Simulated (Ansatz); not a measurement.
**Al23N24 (cell charge −3, with a compensating background) (cell with a defect): density, localisation and related maps**

The calculation's input:

```
crystal:
  lattice:
    - [9.33, 0.0, 0.0]
    - [-3.11, 5.3866780116, 0.0]
    - [0.0, 0.0, 9.96]
  atoms:
    - { symbol: Al, position: [0.2222222222, 0.1666666666, 0.5] }
    - { symbol: Al, position: [0.2222222222, 0.6666666666, 0.0] }
    - { symbol: Al, position: [0.2222222222, 0.6666666666, 0.5] }
    - { symbol: Al, position: [0.5555555556, 0.1666666666, 0.0] }
    - { symbol: Al, position: [0.5555555556, 0.1666666666, 0.5] }
    - { symbol: Al, position: [0.5555555556, 0.6666666666, 0.0] }
    - { symbol: Al, position: [0.5555555556, 0.6666666666, 0.5] }
    - { symbol: Al, position: [0.8888888889, 0.1666666666, 0.0] }
    - { symbol: Al, position: [0.8888888889, 0.1666666666, 0.5] }
    - { symbol: Al, position: [0.8888888889, 0.6666666666, 0.0] }
    - { symbol: Al, position: [0.8888888889, 0.6666666666, 0.5] }
    - { symbol: Al, position: [0.1111111111, 0.3333333334, 0.25] }
    - { symbol: Al, position: [0.1111111111, 0.3333333334, 0.75] }
    - { symbol: Al, position: [0.1111111111, 0.8333333334, 0.25] }
    - { symbol: Al, position: [0.1111111111, 0.8333333334, 0.75] }
    - { symbol: Al, position: [0.4444444444, 0.3333333334, 0.25] }
    - { symbol: Al, position: [0.4444444444, 0.3333333334, 0.75] }
    - { symbol: Al, position: [0.4444444444, 0.8333333334, 0.25] }
    - { symbol: Al, position: [0.4444444444, 0.8333333334, 0.75] }
    - { symbol: Al, position: [0.7777777778, 0.3333333334, 0.25] }
    - { symbol: Al, position: [0.7777777778, 0.3333333334, 0.75] }
    - { symbol: Al, position: [0.7777777778, 0.8333333334, 0.25] }
    - { symbol: Al, position: [0.7777777778, 0.8333333334, 0.75] }
    - { symbol: "N", position: [0.2222222222, 0.1666666666, 0.191] }
    - { symbol: "N", position: [0.2222222222, 0.1666666666, 0.691] }
    - { symbol: "N", position: [0.2222222222, 0.6666666666, 0.191] }
    - { symbol: "N", position: [0.2222222222, 0.6666666666, 0.691] }
    - { symbol: "N", position: [0.5555555556, 0.1666666666, 0.191] }
    - { symbol: "N", position: [0.5555555556, 0.1666666666, 0.691] }
    - { symbol: "N", position: [0.5555555556, 0.6666666666, 0.191] }
    - { symbol: "N", position: [0.5555555556, 0.6666666666, 0.691] }
    - { symbol: "N", position: [0.8888888889, 0.1666666666, 0.191] }
    - { symbol: "N", position: [0.8888888889, 0.1666666666, 0.691] }
    - { symbol: "N", position: [0.8888888889, 0.6666666666, 0.191] }
    - { symbol: "N", position: [0.8888888889, 0.6666666666, 0.691] }
    - { symbol: "N", position: [0.1111111111, 0.3333333334, 0.441] }
    - { symbol: "N", position: [0.1111111111, 0.3333333334, 0.941] }
    - { symbol: "N", position: [0.1111111111, 0.8333333334, 0.441] }
    - { symbol: "N", position: [0.1111111111, 0.8333333334, 0.941] }
    - { symbol: "N", position: [0.4444444444, 0.3333333334, 0.441] }
    - { symbol: "N", position: [0.4444444444, 0.3333333334, 0.941] }
    - { symbol: "N", position: [0.4444444444, 0.8333333334, 0.441] }
    - { symbol: "N", position: [0.4444444444, 0.8333333334, 0.941] }
    - { symbol: "N", position: [0.7777777778, 0.3333333334, 0.441] }
    - { symbol: "N", position: [0.7777777778, 0.3333333334, 0.941] }
    - { symbol: "N", position: [0.7777777778, 0.8333333334, 0.441] }
    - { symbol: "N", position: [0.7777777778, 0.8333333334, 0.941] }
total_charge: -3
kpoints:
  mp_grid: { grid: [3, 4, 3] }
scf:
  occupations: { method: fermi_dirac, width: 0.01 }
hamiltonian:
  xc: pbe
  pseudopotentials: { kind: paw, frozen_core: stored }
output:
  forces: true
  stress: true
  populations: true
  efg: { quadrupole_moments_barn: { Al: 0.1466, "N": 0.02044 } }
  write_density: true
  write_potential: true
  elf: true
  volumetric_format: npy
relax:
  f_tol: 0.02
  max_steps: 50
```

Launched as:

```sh
ansatz run input.yaml --threads 4 --pin off --max-ram 8192MiB --backend cpu --events-out ev --progress --plain --runs-dir out
```

The fields are those of the relaxed geometry.

These are results of DFT, PBE, plane-wave PAW, default files, scalar-relativistic, frozen cores in Ansatz 0.2.0, not measurements.

Core electrons are frozen (PAW), and the valence fields are smoothed inside the atomic spheres.

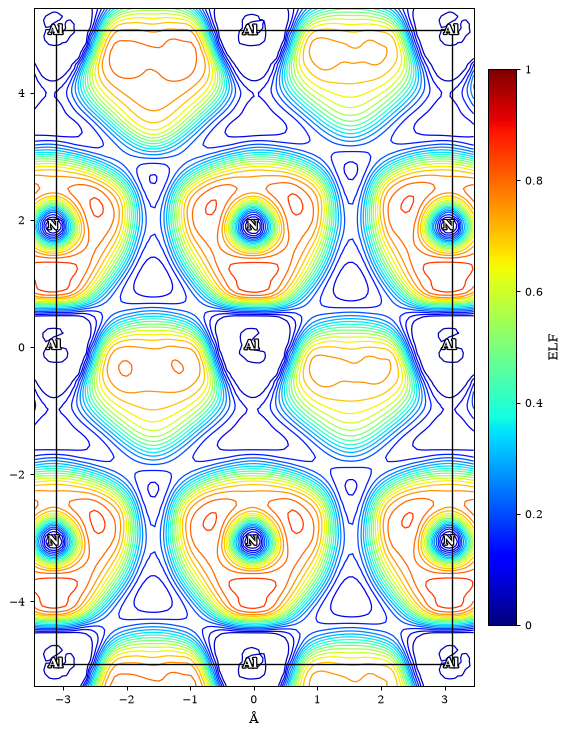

Figure 1. Electron localisation function on the (100) plane of the calculation cell.

**Read the bonding off the picture.**

- The section cuts through Al and N sites.
- Atoms just off the plane (Al, 0.9 Å away and N, 0.7 Å away) can leave unmarked features too.
- Al–N (1.88 Å): the ELF peaks at about 0.90 between the atoms, as expected for a polar covalent bond.

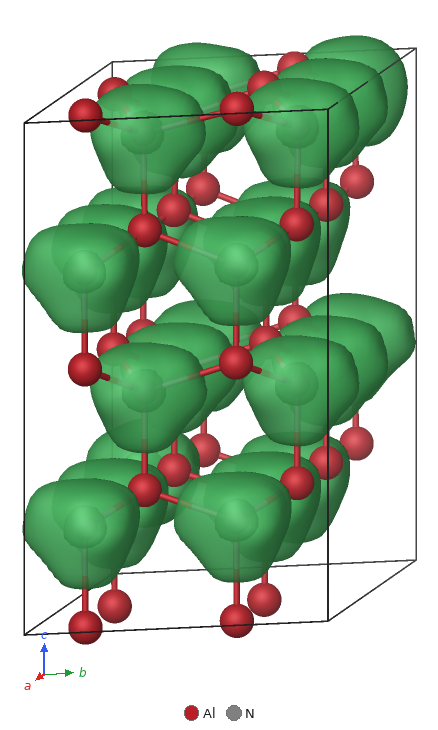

Figure 2. Isosurface of the ELF at 0.65 (green), seen slightly off an axis. Only the valence region is drawn (cores and ρ < 0.01 e/Å³ removed). Sticks mark near contacts.

**Where are the electrons localised?**

The surface consists of 24 regions on N in which the atom's valence shell and bonds are merged, counted in one cell of 47 atoms. Regions shared between cells count once.


Al–N (1.79 Å): the ELF peaks at about 0.85 in the valence shell of N, 0.7 Å from its nucleus, and is about 0.85 at the midpoint. Al–N (1.86 Å): the ELF peaks at about 0.90 in the valence shell of N, 0.8 Å from its nucleus, and is about 0.85 at the midpoint.

**Does the calculation give a band gap?**

It is gapped, with a Kohn–Sham gap of 2.3 eV on the k-point mesh (the band edges may lie off the mesh, which would make the gap smaller).
